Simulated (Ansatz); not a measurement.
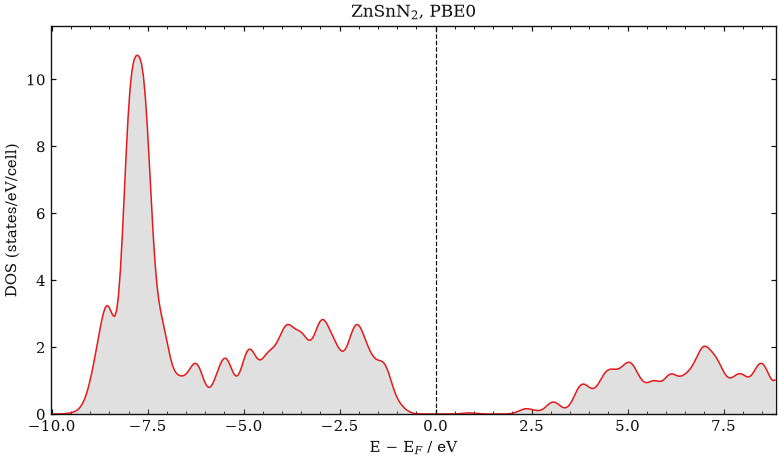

What does this figure show?

Density of states of ZnSnN$_{2}$, space group P-4m2 (No. 115), 4 atoms in the cell. Ansatz; DFT, PBE0, plane waves, PAW, no spin polarisation, 6×6×4 k mesh, 420 eV cutoff. Energies are counted from the Fermi level, put mid-gap where there is a gap. The curve is built from the levels of the k mesh with Gaussians 0.4 eV wide, which also blur the band edges.

There is a gap; over the k points computed it is 1.72 eV (direct among those points). The upper group of valence states starts about 8.5 eV under the valence-band top (which lies at −0.9 eV on this axis), with a gap beneath it; it holds about 22 electrons a cell. Within the window shown, the tallest peak of the filled states lies 6.9 eV under the valence-band top, at about 11 states per eV and cell.

The atoms aren't at rest in this cell (largest force 0.3 eV/Å), so the relaxed material can differ.
